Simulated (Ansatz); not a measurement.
Single-point calculation, with input and output: AlO2

- system: AlO2 (Cmcm, 6 atoms in the cell)
- method: DFT PBE+D3(BJ), scalar-relativistic, plane waves, PAW, spin-polarised (Ansatz 0.2.0)

The structure derives from a Materials Project entry. It belongs to a series of runs on one base structure; here: strain +0.000 along x and y, +0.080 along z, atoms carried along. Figures and captions count atoms from 1; the log counts them from 0 in places.

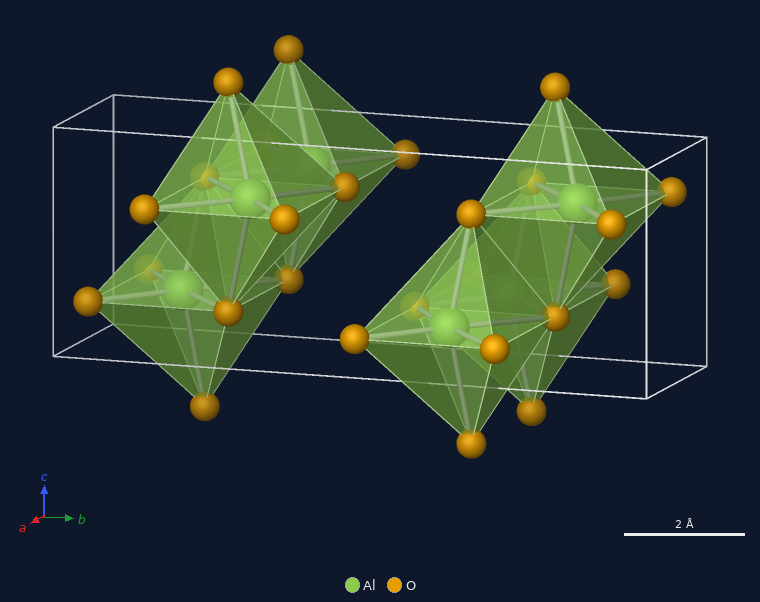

**Figure 1.** The structure as given in the input (polyhedral view of the cell 2 times as large as that of the calculation, set on its symmetry axes, seen slightly off an axis; polyhedra are completed across the faces of the cell).

**Results in brief**

```tsv
quantity	value
outcome	converged
space group (tolerance 0.01 Å)	Cmcm (63)
electrons treated	30
free energy	−3347.9697 eV
Fermi energy	4.707 eV
gap on the k-point mesh	none (metallic)
net moment of the cell	1.93 μB
integrated absolute moment	1.99 μB
pressure	−11.85 GPa
largest force (length of the vector)	0.564 eV/Å
hardware	2 threads of Intel Xeon (Granite Rapids), 176 GiB of memory available, shared host
wall time	47 s (CPU time 88 s)
peak memory	1.2 GiB
```

**Input**
```yaml
crystal:
  lattice:
    - [1.4782141285, -5.3062068842, 0.0]
    - [1.4782141285, 5.3062068842, 0.0]
    - [0.0, 0.0, 3.926162937]
  atoms:
    - { symbol: Al, position: [0.3323727374, 0.6676272626, 0.25] }
    - { symbol: Al, position: [0.6676272626, 0.3323727374, 0.75] }
    - { symbol: O, position: [0.7047888594, 0.2952111406, 0.25] }
    - { symbol: O, position: [0.2952111406, 0.7047888594, 0.75] }
    - { symbol: O, position: [0.9409365801, 0.0590634199, 0.25], spin: 0.8 }
    - { symbol: O, position: [0.0590634199, 0.9409365801, 0.75], spin: 0.8 }
basis:
  ecutwfc: 420
kpoints:
  mp_grid: { grid: [16, 16, 14] }
hamiltonian:
  xc: pbe
  dispersion: d3bj
scf:
  occupations: { method: gaussian, width: 0.15 }
output:
  forces: true
  stress: true
  eigenvalues: true
  populations: true
  write_density: true
  write_potential: true
  elf: true
  volumetric_format: npy
magnetization:
  spin_polarized: true
```

Launched with:
```bash
ansatz run input.yaml --threads 2 --pin off --max-ram 5120MiB --backend cpu --events-out ev --progress --plain --runs-dir out
```

**Output**
```
Engine: ansatz 0.2.0, x86_64-unknown-linux-gnu
Pseudopotentials: kind: paw
Pseudopotential: Al, paw, valence charge 3, recommended cutoff 420 eV (normal), Al.paw.azcp
Pseudopotential: O, paw, valence charge 6, recommended cutoff 420 eV (normal), O.paw.azcp
Functional definition: PBE
  parameter kappa = 0.804
  parameter beta = 0.06672455060314922
  exchange = pbe_x(kappa = kappa, mu = beta*pi^2/3)
  correlation = pbe_c(beta = beta)
Crystal: 6 atoms, lattice volume = 61.591 Å³
Basis set: ecut = 420 eV, 1213 PW (Γ), exchange–correlation on 80×80×54 points (8 copies of the dense FFT grid, shifted against one another)
Bands: 22, of which v1, the nominal top of the filled ones, is band 15 counted from 1 (14 counted from 0)
Symmetry: 8 space group operations
Space group: Cmcm (ITA 63), of the structure as read, at distance tolerance 3.9e-5 Å
Magnetic group: BNS 63.457 (UNI 555), of the structure as read, at distance tolerance 3.9e-5 Å
k-points: 584 of 3584
Non-local potential: Al, projectors of the file, l = 0: 2, l = 1: 2, l = 2: 1
Non-local potential: O, projectors of the file, l = 0: 2, l = 1: 2, l = 2: 1
PAW form: soft (Blöchl's): semilocal exchange-correlation on the pseudo side does not see the compensation charge
PAW one-centre angular grid: Al, 110 points (default); XC on 64 Gauss nodes
PAW one-centre angular grid: O, 110 points (default); XC on 64 Gauss nodes
Initial density: superposition of atomic densities (chi_scale 0.1, normalization cell, long waves kept (reshape's long-wave potential 0.12 eV rms))
Starting moments: Σ|m| = 1.6 μB on 2 of 6 sites
Initial wavefunctions: pseudopotential atomic-orbital guess
Functional: x = pbe(κ = 0.804, μ = 0.2195149727645171), c = pbe(β = 0.06672455060314922)
SCF iter   1: F=—  HF=-3349.609203 eV  |F-HF|=—  |Δ(HF+E_count)|=         —  Δρ=6.04e-2 (↑5.28e-2 ↓6.04e-2)  dr2=7.26e0  dr2_m=1.92e-1  M=1.514 μB ∫|m|=1.545 μB  β_m=0.30  ethr=3.10e-3  ⟨swp⟩=5.5  Hψ=126727  notcnv=0
preconditioner: auto → Kerker (q_TF=auto, 2.420 Å⁻¹)  [metal: Δε(μ)=0.002 eV  Ē_g=16.388 eV  σ=0.150 eV  W_gap=0.01  n_scr=14 (ndim 8)  ℏωp=25.9 eV  f_vac=0.000  D(μ)=3.14/eV (n_scr^D=30)]
spin=Collinear: Kerker preconditioning applied to the charge; magnetization (m = ρ↑ − ρ↓) channel mixes plain (no charge-response kernel on spin).
SCF iter   2: F=—  HF=-3348.440080 eV  |F-HF|=—  |Δ(HF+E_count)|=    1.17e0  Δρ=3.53e-2 (↑3.00e-2 ↓3.53e-2)  dr2=2.39e0  dr2_m=1.40e-1  M=1.677 μB ∫|m|=1.706 μB  β_m=1.00  ethr=3.10e-3  ⟨swp⟩=2.1  Hψ=56271  notcnv=0  defer=2352
spin-set hold released at iteration 2 (site moments show no strong build): the magnetisation degrees of freedom join the quasi-Newton model from the next iteration; the mixer history was kept
SCF iter   3: F=—  HF=-3348.024270 eV  |F-HF|=—  |Δ(HF+E_count)|=   4.16e-1  Δρ=1.70e-2 (↑1.53e-2 ↓1.70e-2)  dr2=4.83e-1  dr2_m=1.23e-2  M=1.810 μB ∫|m|=1.849 μB  β_m=0.30  ethr=3.10e-3  ⟨swp⟩=2.4  Hψ=45148  notcnv=0  defer=2351
SCF iter   4: F=—  HF=-3347.915306 eV  |F-HF|=—  |Δ(HF+E_count)|=   1.09e-1  Δρ=8.88e-3 (↑8.86e-3 ↓8.88e-3)  dr2=1.84e-1  dr2_m=2.12e-2  M=1.885 μB ∫|m|=1.940 μB  β_m=0.62  ethr=1.61e-3  ⟨swp⟩=2.4  Hψ=45766  notcnv=0  defer=2376
SCF iter   5: F=—  HF=-3347.964584 eV  |F-HF|=—  |Δ(HF+E_count)|=   4.93e-2  Δρ=8.07e-3 (↑3.69e-3 ↓8.07e-3)  dr2=4.41e-2  dr2_m=1.17e-2  M=1.954 μB ∫|m|=2.015 μB  β_m=0.64  ethr=6.14e-4  ⟨swp⟩=2.9  Hψ=41091  notcnv=0  defer=2376
SCF iter   6: F=—  HF=-3347.967295 eV  |F-HF|=—  |Δ(HF+E_count)|=   2.71e-3  Δρ=3.48e-3 (↑2.38e-3 ↓3.48e-3)  dr2=9.85e-3  dr2_m=3.35e-3  M=1.954 μB ∫|m|=2.018 μB  β_m=0.82  ethr=1.47e-4  ⟨swp⟩=2.5  Hψ=49743  notcnv=0  defer=2368
SCF iter   7: F=—  HF=-3347.969304 eV  |F-HF|=—  |Δ(HF+E_count)|=   2.01e-3  Δρ=1.49e-3 (↑7.06e-4 ↓1.49e-3)  dr2=2.42e-3  dr2_m=4.32e-4  M=1.942 μB ∫|m|=2.005 μB  β_m=0.91  ethr=3.28e-5  ⟨swp⟩=2.2  Hψ=39987  notcnv=0  defer=2368
SCF iter   8: F=—  HF=-3347.969638 eV  |F-HF|=—  |Δ(HF+E_count)|=   3.34e-4  Δρ=3.03e-4 (↑2.07e-4 ↓3.03e-4)  dr2=1.66e-4  dr2_m=1.21e-5  M=1.932 μB ∫|m|=1.995 μB  β_m=0.96  ethr=8.06e-6  ⟨swp⟩=2.4  Hψ=42257  notcnv=0  defer=2366
SCF iter   9: F=—  HF=-3347.969661 eV  |F-HF|=—  |Δ(HF+E_count)|=   2.25e-5  Δρ=7.73e-5 (↑4.98e-5 ↓7.73e-5)  dr2=3.57e-6  dr2_m=1.44e-6  M=1.932 μB ∫|m|=1.994 μB  β_m=0.98  ethr=5.53e-7  ⟨swp⟩=2.4  Hψ=38048  notcnv=0  defer=2366
SCF iter  10: F=—  HF=-3347.969662 eV  |F-HF|=—  |Δ(HF+E_count)|=   1.26e-6  Δρ=1.33e-5 (↑1.33e-5 ↓1.29e-5)  dr2=2.85e-7  dr2_m=5.59e-8  M=1.932 μB ∫|m|=1.994 μB  β_m=0.99  ethr=1.19e-8  ⟨swp⟩=2.1  Hψ=37912  notcnv=0  defer=2365
SCF iter  11: F=-3347.969662 eV  HF=-3347.969662 eV  |F-HF|=1.18e-9  |Δ(HF+E_count)|=   3.21e-7  Δρ=6.24e-6 (↑3.40e-6 ↓6.24e-6)  dr2=4.51e-8  dr2_m=2.76e-9  M=1.932 μB ∫|m|=1.994 μB  ethr=3.33e-10  ⟨swp⟩=14.0  Hψ=193483  notcnv=0
SCF 1 converged in 11 iterations: F = -3347.969662 eV  dr2 = 4.51e-8
  greatest PAW one-centre occupation: 0.881 electrons in one spin orbital (limit 2), on the O atom at site 5 (counted from 0), in its partial waves of l = 0
```

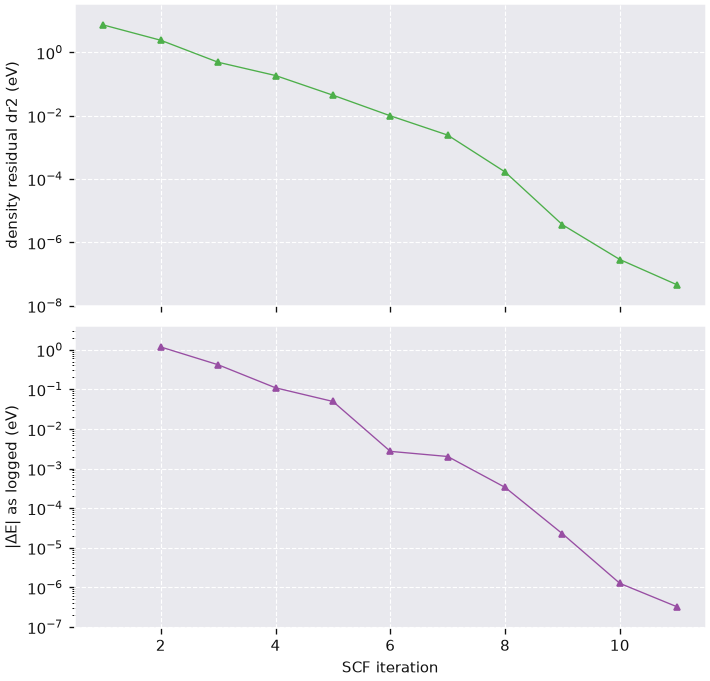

**Figure 2.** Convergence of the self-consistent field: density residual dr2 and size of the energy change against the SCF iteration. The residual falls at every step.

```
SCF converged after 11 iterations
Magnetization: 1.9325 μB (15.9662 up, 14.0338 down)
Absolute magnetization: 1.9948 μB (∫|ρ↑−ρ↓|, with the PAW one-centre terms)
Spin contamination: 0.0087 ħ² per cell (⟨S²⟩ above its minimum at these occupations)
Per-site moments (μB) at R_I (Å): [(-0.0020358015354166596, 0.773094519478602), (-0.002035801535416625, 0.773094519478602), (0.14093537653519891, 0.8259502543427696), (0.1409353765351991, 0.8259502543427696), (0.7130759953805877, 0.773094519478602), (0.7130759953805874, 0.773094519478602)]
Free energy (F): -3347.969662 eV
Harris-Foulkes:  -3347.969662 eV  (|F-HF|=1.18e-9)
Internal energy: -3347.956642 eV  (E = F + TS)
E sigma→0 (E₀):  -3347.963152 eV
Entropy (-TS):   -0.013020 eV (-2.170 meV/atom)
Fermi energy:    4.707459 eV
--- Per-component energies (eV) ---
  E_band       = -47.235709
  E_kinetic    = 748.072900
  E_local      = -1444.104570  (includes V_loc(G=0)·N_el)
  E_nonlocal   = 210.466089
  E_hartree    = 510.796603
  E_xc         = -374.465461
  E_vxc        = -434.393310  (∫ρ·V_xc dr)
  E_paw        = -1565.786854  (= ΣΔE_a)
  E_vpaw       = -148.884869  (= ΣTr[D̂ρ^β])
  E_aug_tail   = 0.009732  (compensation charges beyond the density's cutoff)
  E_ewald      = -1431.939908
  E_disp       = -1.005171  (pairwise vdW)
  E_smearing   = -0.013020  (= −TS)
  E_closure    = 0.000000  (closes the sum)
  Σ components = -3347.969662   (vs F -3347.969662, Δ=0.00e0)
--- Forces (eV/Å), atoms counted from 1 ---
  atom   1  Al     0.00000000     0.56422084     0.00000000
  atom   2  Al     0.00000000    -0.56422084     0.00000000
  atom   3  O      0.00000000    -0.35825563     0.00000000
  atom   4  O      0.00000000     0.35825563     0.00000000
  atom   5  O      0.00000000     0.17172185     0.00000000
  atom   6  O      0.00000000    -0.17172185     0.00000000
  max |Σ_I F_I| component: 2.78e-17 eV/Å
--- Stress (GPa, compression-positive) ---
       -6.941252       0.000000       0.000000
        0.000000      -7.267508       0.000000
        0.000000       0.000000     -21.333123
  P = ⅓ Tr σ = -11.8473 GPa (-118.473 kbar)
--- Band table (eV; the first three rows and the last of 1168) ---
  k-point 0 ↑: bands = ["-14.1552", "-12.4752", "-12.2994", "-11.3095", "-0.7598", "0.2450", "0.8366", "1.7852", "2.2951", "2.3674", "2.8642", "3.3710", "3.4234", "4.4788", "4.5159", "4.5550", "10.3579", "13.2582", "14.6661", "15.6736", "17.3638", "18.2776"]
  k-point 1 ↑: bands = ["-14.1315", "-12.4640", "-12.3150", "-11.3364", "-0.7262", "0.1644", "0.7429", "1.9186", "2.3140", "2.3775", "2.9304", "3.3964", "3.4156", "4.3810", "4.5025", "4.5238", "10.4704", "13.3102", "14.6128", "15.6090", "17.4092", "18.1467"]
  k-point 2 ↑: bands = ["-14.0615", "-12.4311", "-12.3633", "-11.4123", "-0.6503", "0.0220", "0.5082", "2.2386", "2.3682", "2.4067", "3.0647", "3.3930", "3.4791", "4.1216", "4.4334", "4.4625", "10.7823", "13.4536", "14.4734", "15.4305", "17.5301", "17.8122"]
  k-point 583 ↓: bands = ["-12.3803", "-12.3803", "-11.4141", "-11.4141", "0.3125", "0.3125", "2.3828", "2.3828", "3.1388", "3.1388", "3.2739", "3.2739", "3.7962", "3.7962", "5.9453", "5.9453", "13.8454", "13.8454", "14.5367", "14.5367", "18.4599", "18.4599"]
--- Löwdin populations: 6 sites ---
  site symbol       q [e]    m [muB]
     0     Al      1.7297    -0.0330
     1     Al      1.7297    -0.0330
     2      O      6.7274     0.1605
     3      O      6.7274     0.1605
     4      O      6.4399     0.8397
     5      O      6.4399     0.8397
  spilling = 0.006865 (of n_electrons = 30.000000)
```

**File populations.tsv**
```
# site	symbol	l	j	q_up	q_dn
# orbitals = lowdin
# n_electrons = 30.000000
# spilling = 0.006865
0	Al	0_3S	-	0.253205	0.264175
0	Al	1_3P	-	0.595155	0.617153
1	Al	0_3S	-	0.253205	0.264175
1	Al	1_3P	-	0.595155	0.617153
2	O	0_2S	-	0.834782	0.833052
2	O	1_2P	-	2.609191	2.450393
3	O	0_2S	-	0.834782	0.833052
3	O	1_2P	-	2.609191	2.450393
4	O	0_2S	-	0.878725	0.857573
4	O	1_2P	-	2.761076	1.942551
5	O	0_2S	-	0.878725	0.857573
5	O	1_2P	-	2.761076	1.942551
```

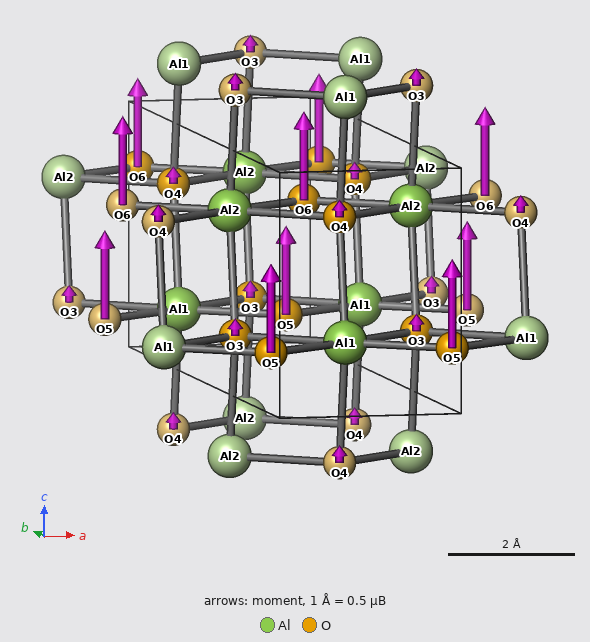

**Figure 3.** Magnetic moments of the sites as pink arrows (ball-and-stick view of the cell 2 times as large as that of the calculation, set on its symmetry axes, seen slightly off an axis; neighbours outside the cell are drawn fainter; atoms are numbered from 1 in the order of the input); small moments hardly show. The run is collinear, so the axis drawn is arbitrary. Site moments: O5, O6 (0.71 μB); O3, O4 (0.14 μB). They are counted near the atoms and needn't add up to the moment of the cell.

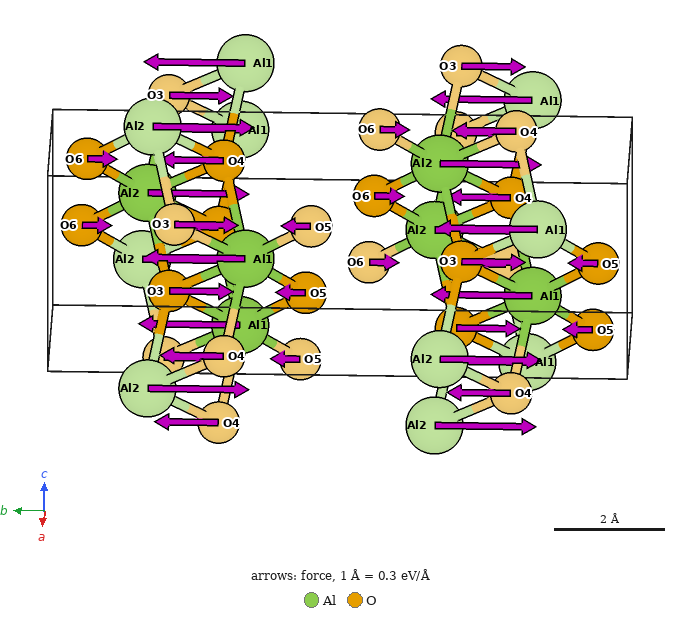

**Figure 4.** Forces on the atoms as pink arrows (ball-and-stick view of the cell 2 times as large as that of the calculation, set on its symmetry axes, seen at an oblique angle; neighbours outside the cell are drawn fainter; atoms are numbered from 1 in the order of the input). The largest act on Al1, Al2 (0.56 eV/Å); O3, O4 (0.36 eV/Å); O5, O6 (0.17 eV/Å). The geometry is not a stationary point of this energy.

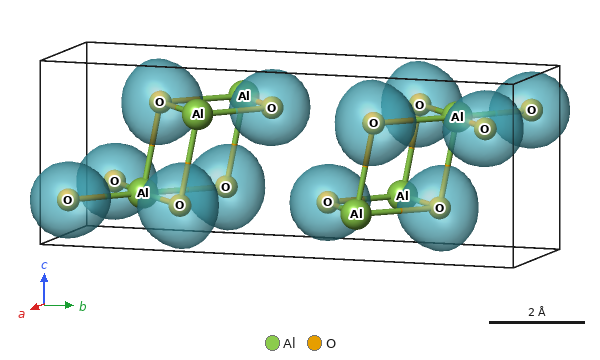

**Figure 5.** Isosurface of the valence electron density at 0.6 e/Å³ (cyan), seen slightly off an axis. Sticks mark near contacts. The outline is the cell set on symmetry axes. At this value the density breaks into separate islands; it holds about 70 % of the electrons treated as valence. It is pinched off along the Al–O (1.87 Å) and Al–O (2.00 Å) contacts. On the grid the lowest density along these lines, outside the cores, is 0.5 e/Å³ (Al–O, 1.87 Å) and 0.38 e/Å³ (Al–O, 2.00 Å). The fields are those of the smooth PAW valence density.

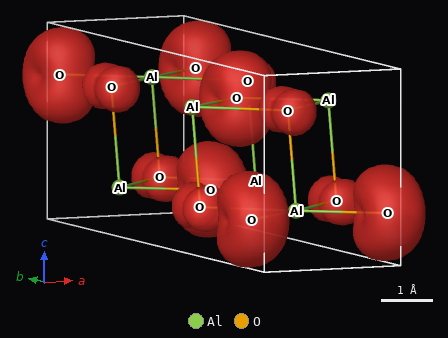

**Figure 6.** Isosurface of the spin density at +0.06 e/Å³ (red), seen at an oblique angle. Sticks mark near contacts. The outline is the cell set on symmetry axes. The cell of the calculation (6 atoms) carries 1.9 μB net.

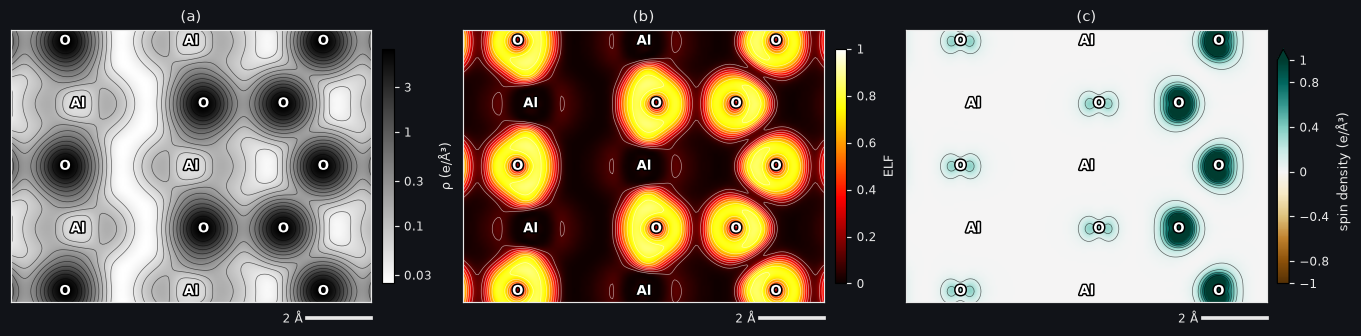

**Figure 7.** (a) valence electron density; (b) ELF; (c) spin density on the (100) plane of the conventional cell. The section cuts through Al and O sites. Al–O (2.00 Å): the density is about 0.47 e/Å³ at the midpoint; the ELF is about 0.75 at the midpoint. Away from the nuclei the density in this plane falls to 0.02 e/Å³ at its lowest. The cell of the calculation (6 atoms) carries 1.9 μB net.
